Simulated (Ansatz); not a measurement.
Geometry relaxation of W₃Si (part 2 of 2)

The same run, continued: W₃Si (4 atoms in the cell); DFT PBE, scalar-relativistic, plane waves, PAW, no spin polarisation (Ansatz 0.2.0); cutoff 420 eV, 16×16×16 k-mesh, Gaussian smearing of 0.1 eV. The structure was built on a prototype by a generator; it need not be a known phase. It belongs to a series of runs on one base structure; here: TiAl3 (D0_22) type (I4/mmm, No. 139).

Geometry of the input (Å; fractional positions):
```
-1.9486  1.9486  4.0459
1.9486  -1.9486  4.0459
1.9486  1.9486  -4.0459
Si 0.0000  0.0000  0.0000
W  0.5000  0.5000  0.0000
W  0.2500  0.7500  0.5000
W  0.7500  0.2500  0.5000
```

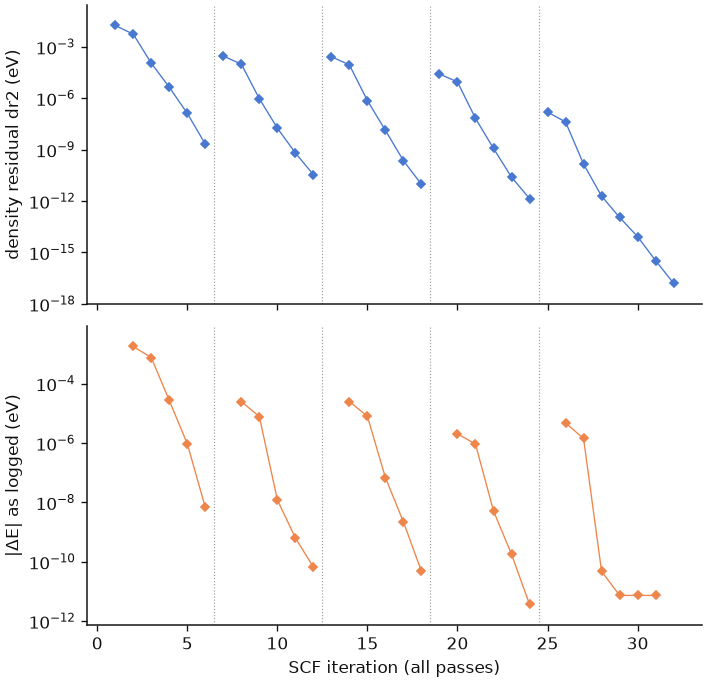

*Convergence of the self-consistent field: density residual dr2 and size of the energy change against the SCF iteration. The dotted lines part the SCF passes of the relaxation: geometry steps, rejected trials and re-solves on a re-selected basis.*

The 5 passes take 6 to 8 iterations each, 32 in all.

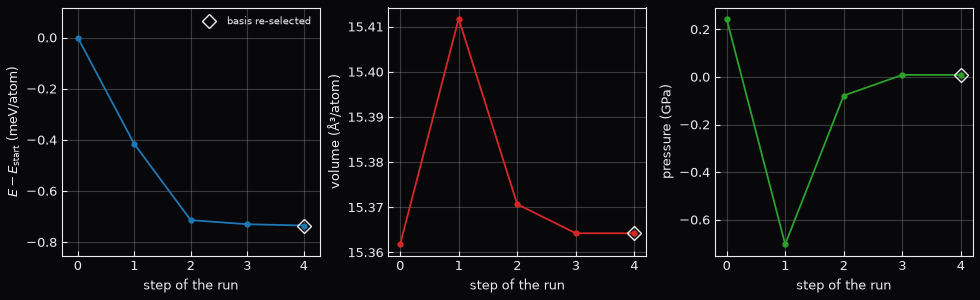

*Progress of the relaxation, step by step (the first geometry is step 0 here and step 1 in the log).*

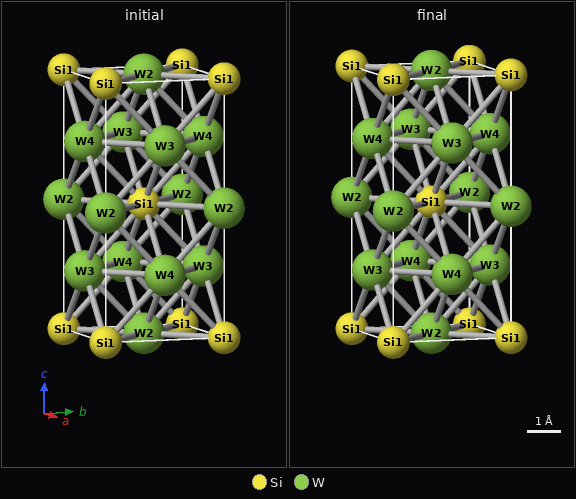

*Before (left) and after (right) the relaxation, at one scale (ball-and-stick view of the cell 2 times as large as that of the calculation, set on its symmetry axes, seen slightly off an axis).*

The atoms keep their places relative to the cell (all moves are under 0.005 Å). The drawn cell changes at constant volume: a = b 3.897 → 3.870 Å (−0.7 %), c 8.092 → 8.208 Å (+1.4 %). Distances before and after: W3–W4 2.756 → 2.736 Å, Si1–W2 2.756 → 2.736 Å, Si1–W3 2.809 → 2.820 Å, W2–W3 2.809 → 2.820 Å. The space group stays I4/mmm (No. 139). After 3 geometry steps the energy has fallen by 0.7 meV per atom. All forces vanish by symmetry, so only the cell relaxes. Pressure: 0.24 GPa at the start and 0.01 GPa at the end. A last SCF at the same geometry on a re-selected plane-wave basis shifts the energy by next to nothing (0.0 meV per atom). (Atoms are counted from 1 in the order of the input.)

```
basis re-selected at this cell: Δ(F+E_penalty+E_count) = -1.974e-5 eV, ΔP = +0.000 GPa vs the last step (what re-selecting the basis moved, of the pressure what is left beyond the Pulay correction that the steps carried, after the strain that the cell walked since its last selection, with what the two solves' SCF thresholds leave and, on support functions, any second-order correction that the steps lacked; it is no measure of the basis error at this ecutwfc). This SCF's stress stands 2.62e-2 GPa from its target on what of the cell is left free (relax.cell.stress_tol is 5.00e-2 GPa) and its largest allowed force component is 1.08e-18 eV/Å (relax.f_tol is 1.00e-2 eV/Å): within both
SCF converged after 8 iterations
Free energy (F): -31789.399282 eV
Harris-Foulkes:  -31789.399282 eV  (|F-HF|=0.00e0)
Internal energy: -31789.385394 eV  (E = F + TS)
E sigma→0 (E₀):  -31789.392338 eV
Entropy (-TS):   -0.013888 eV (-3.472 meV/atom)
Fermi energy:    20.073744 eV
--- Per-component energies (eV) ---
  E_band       = -291.897173
  E_kinetic    = 1395.396655
  E_local      = -2264.045380  (includes V_loc(G=0)·N_el)
  E_nonlocal   = 27.439536
  E_hartree    = 846.201177
  E_xc         = -857.109394
  E_vxc        = -764.782940  (∫ρ·V_xc dr)
  E_paw        = -26200.850837  (= ΣΔE_a)
  E_vpaw       = -378.307228  (= ΣTr[D̂ρ^β])
  E_aug_tail   = -0.000170  (compensation charges beyond the density's cutoff)
  E_ewald      = -4736.416982
  E_smearing   = -0.013888  (= −TS)
  E_closure    = 0.000000  (closes the sum)
  Σ components = -31789.399282   (vs F -31789.399282, Δ=0.00e0)
--- Forces (eV/Å), atoms counted from 1 ---
  atom   1  Si     0.00000000     0.00000000    -0.00000000
  atom   2  W      0.00000000     0.00000000    -0.00000000
  atom   3  W      0.00000000    -0.00000000     0.00000000
  atom   4  W     -0.00000000    -0.00000000     0.00000000
  max |Σ_I F_I| component: 2.60e-18 eV/Å
--- Stress (GPa, compression-positive) ---
       -0.000405       0.000000       0.000000
        0.000000      -0.000405      -0.000000
        0.000000       0.000000       0.026169
  P = ⅓ Tr σ = 0.0085 GPa (0.085 kbar)
--- Band table (eV; the first three rows and the last of 349) ---
  k-point 0: bands = ["-53.9291", "-53.7876", "-53.7378", "-18.6038", "-18.5342", "-18.5342", "-18.1158", "-18.1158", "-18.0524", "-17.6813", "-17.6813", "-17.6606", "8.4902", "14.0312", "14.4699", "15.7287", "16.0480", "16.0480", "17.3918", "18.4657", "18.4657", "19.3082", "20.1547", "20.3483", "20.9906", "22.0412", "22.0412", "23.5781"]
  k-point 1: bands = ["-53.9263", "-53.7899", "-53.7382", "-18.6182", "-18.5175", "-18.5025", "-18.1606", "-18.1197", "-18.0115", "-17.7156", "-17.6786", "-17.6638", "8.5903", "14.1303", "14.5528", "15.5438", "16.0462", "16.0759", "17.4619", "18.3153", "18.4283", "19.1279", "20.3022", "20.4220", "20.9965", "22.0418", "22.2546", "23.1443"]
  k-point 2: bands = ["-53.9184", "-53.7965", "-53.7395", "-18.6489", "-18.4790", "-18.4116", "-18.2283", "-18.1336", "-17.9543", "-17.8090", "-17.6738", "-17.6715", "8.8810", "14.3553", "14.7908", "15.0202", "16.1528", "16.2369", "17.6742", "17.9025", "18.3165", "18.7296", "20.3212", "20.8667", "21.0411", "21.8574", "22.7184", "22.7647"]
  k-point 348: bands = ["-53.9090", "-53.7878", "-53.7582", "-18.6378", "-18.6378", "-18.2663", "-18.0394", "-18.0341", "-17.9479", "-17.9479", "-17.7394", "-17.7394", "10.1412", "12.2376", "14.1991", "15.3852", "15.7852", "15.7852", "16.2894", "18.3722", "18.7937", "18.7937", "19.1843", "20.8821", "21.9510", "21.9510", "23.7584", "23.7584"]
--- Relaxed structure (4 steps of the walk, 4 accepted, 1 SCFs on fresh bases) ---
  F+E_penalty+E_count = -31789.39928209 eV   max|allowed force component| = 1.084e-18 eV/Å   (the final SCF, on the basis selected at the relaxed cell)
  cell:  # Å, volume = 61.4569 Å³
    - [-1.9349090040156744, 1.9349090040156744, 4.103834612689733]
    - [1.9349090040156744, -1.9349090040156744, 4.103834612689733]
    - [1.9349090040156744, 1.9349090040156744, -4.103834612689733]
  atoms:
    - { symbol: Si, position: [2.6617986058545803e-39, 9.75140570913818e-35, 9.765617835928342e-35] }
    - { symbol: W, position: [0.5, 0.5, 9.755337782937381e-35] }
    - { symbol: W, position: [0.25000000000000006, 0.75, 0.5] }
    - { symbol: W, position: [0.75, 0.25000000000000006, 0.5] }
```

Trajectory as extended XYZ (Å, eV, eV/Å), 5 frames, from step=1 to step=5:
```
4
Lattice="-1.9486 1.9486 4.0459 1.9486 -1.9486 4.0459 1.9486 1.9486 -4.0459" Properties=species:S:1:pos:R:3:forces:R:3 step=1 energy=-31789.39634 pressure_GPa=0.24
Si    0.0000    0.0000    0.0000    0.0000   0.0000   0.0000
W     0.0000    0.0000    4.0459    0.0000   0.0000   0.0000
W     1.9486    0.0000    2.0229    0.0000   0.0000   0.0000
W     0.0000    1.9486    2.0229    0.0000   0.0000   0.0000
4
Lattice="-1.9444 1.9444 4.0764 1.9444 -1.9444 4.0764 1.9444 1.9444 -4.0764" Properties=species:S:1:pos:R:3:forces:R:3 step=2 energy=-31789.39800 pressure_GPa=-0.70
Si    0.0000    0.0000    0.0000    0.0000   0.0000   0.0000
W     0.0000    0.0000    4.0764    0.0000   0.0000   0.0000
W     1.9444    0.0000    2.0382    0.0000   0.0000   0.0000
W     0.0000    1.9444    2.0382    0.0000   0.0000   0.0000
4
Lattice="-1.9369 1.9369 4.0971 1.9369 -1.9369 4.0971 1.9369 1.9369 -4.0971" Properties=species:S:1:pos:R:3:forces:R:3 step=3 energy=-31789.39920 pressure_GPa=-0.08
Si    0.0000    0.0000    0.0000    0.0000   0.0000   0.0000
W     0.0000    0.0000    4.0971    0.0000   0.0000   0.0000
W     1.9369    0.0000    2.0486    0.0000   0.0000   0.0000
W     0.0000    1.9369    2.0486    0.0000   0.0000   0.0000
4
Lattice="-1.9349 1.9349 4.1038 1.9349 -1.9349 4.1038 1.9349 1.9349 -4.1038" Properties=species:S:1:pos:R:3:forces:R:3 step=4 energy=-31789.39926 pressure_GPa=0.01
Si    0.0000    0.0000    0.0000    0.0000   0.0000   0.0000
W     0.0000    0.0000    4.1038    0.0000   0.0000   0.0000
W     1.9349    0.0000    2.0519    0.0000   0.0000   0.0000
W     0.0000    1.9349    2.0519    0.0000   0.0000   0.0000
4
Lattice="-1.9349 1.9349 4.1038 1.9349 -1.9349 4.1038 1.9349 1.9349 -4.1038" Properties=species:S:1:pos:R:3:forces:R:3 step=5 energy=-31789.39928 pressure_GPa=0.01
Si    0.0000    0.0000    0.0000    0.0000   0.0000   0.0000
W     0.0000    0.0000    4.1038    0.0000   0.0000   0.0000
W     1.9349    0.0000    2.0519    0.0000   0.0000   0.0000
W     0.0000    1.9349    2.0519    0.0000   0.0000   0.0000
```

Summary:

- outcome: converged
- space group (tolerance 0.01 Å): I4/mmm (139)
- electrons treated: 46
- free energy: −31789.3993 eV
- Fermi energy: 20.074 eV
- gap on the k-point mesh: none (metallic)
- pressure: 0.01 GPa
- final volume: 61.46 Å³
- largest force (length of the vector) at the end: under 0.001 eV/Å
- final cell: a = 4.932 Å, b = 4.932 Å, c = 4.932 Å, α = 133.81°, β = 133.81°, γ = 67.39°
- hardware: 1 thread of Intel Xeon @ 2.50GHz (Skylake/Cascade Lake), 192 GiB of memory available, shared host
- wall time: 3.7 min
- peak memory: 0.77 GiB

Notes:

Spin–orbit coupling is left out, which matters for W.
